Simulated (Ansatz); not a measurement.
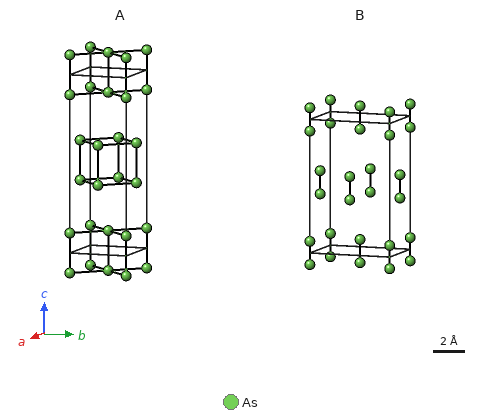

Two geometries of a crystal of As (built on the O_69 type) (coarse preliminary run), drawn at one scale. One is the start of a relaxation, the other its converged end. Style: ball-and-stick. Shown: the conventional cell (4 times the calculation's cell), slightly off an axis. Lengths and directions refer to the drawn axes.

The calculation used DFT PBE, scalar-relativistic, plane waves, PAW in Ansatz. Settings: plane-wave cutoff 420 eV; k-point mesh 6 × 6 × 6; occupations gaussian; smearing width 0.1 eV; no spin polarisation; cell and atoms relaxed; force threshold 0.04 eV/Å; at most 70 steps.

### Which of the two is the end point?

Structure A is the relaxed one. Case: O type (Fmmm, No. 69). The energy falls by 6913 meV per atom in 13 accepted moves (15 points after the start). Largest force component: 59 eV/Å at the start, 0.012 eV/Å at the end. The pressure goes from 112.33 to 0.02 GPa. At 2 points the geometry stayed and the basis and grid were re-selected for the new cell (energy shift of 30.0 meV per atom at most each time). The largest moves relative to the cell, 0.29 Å, are those of As atoms. The volume changes by −5.4 %, with a 3.847 → 3.864 Å (+0.4 %), b 5.485 → 3.874 Å (−29.4 %), c 8.705 → 11.615 Å (+33.4 %). Some distances before and after: As–As 1.516 → 2.604 Å, As–As 3.350 → 2.736 Å. New bonds form: As–As (3.35 → 2.74 Å). The space group stays Fmmm (No. 69).
